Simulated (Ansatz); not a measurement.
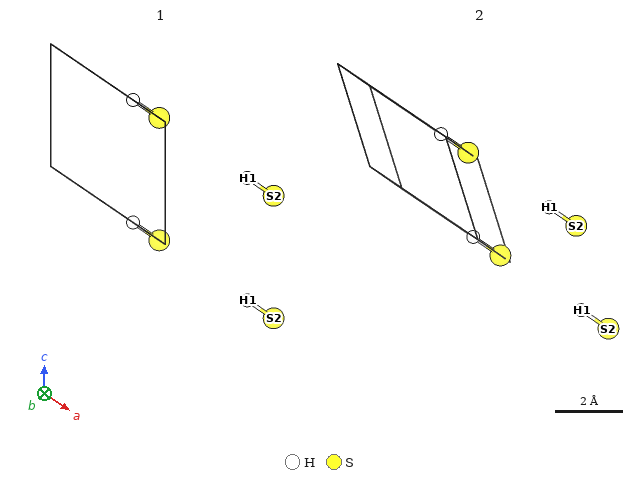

Two geometries of solid HS (a generated structure, set up in Imm2) (coarse preliminary run), drawn at one scale. One is the start of a relaxation, the other its converged end. Style: ball-and-stick. Shown: the cell of the calculation, repeated 2 × 1 × 1 with one cell outlined, along the b axis.

Theory: DFT PBE, scalar-relativistic, plane waves, PAW in Ansatz 0.2.0. Set-up: plane-wave cutoff 420 eV; k-point mesh 6 × 6 × 6; occupations gaussian; smearing width 0.1 eV; no spin polarisation; cell and atoms relaxed; force threshold 0.05 eV/Å; at most 60 steps.

Q: Which of the two is the end point?

A: Structure 2 is the relaxed one. Case: Cl → S on all its sites, cell and atoms relaxed. The largest moves relative to the cell, 0.13 Å, are those of H1 and S2. H1 goes along [1 1 0]. Largest moves by element: H 0.13 Å, S 0.13 Å. Cell: a = b = c 4.176 → 4.039 Å (−3.3 %), α 117.9° → 139.0°, β 117.7° → 138.4°, γ 93.8° → 59.8°. Volume −46.6 %. Near-neighbour distances that change, for instance: S2–S2 4.308 → 2.827 Å, S2–S2 (another image) 4.318 → 2.866 Å, H1–S2 1.310 → 1.356 Å. The space group stays Imm2 (No. 44). The energy falls by 0.947 eV per cell of the calculation in 12 accepted moves (14 points after the start). Largest force component: 1.3 eV/Å at the start, 0.01 eV/Å at the end. The pressure goes from −0.12 to 0.04 GPa. The line search rejected the trial step at point 12 of the run. The SCF was repeated once at an unchanged geometry on a basis and grid sized afresh for the cell, which shifted the energy by 1.1 meV per cell of the calculation at most.
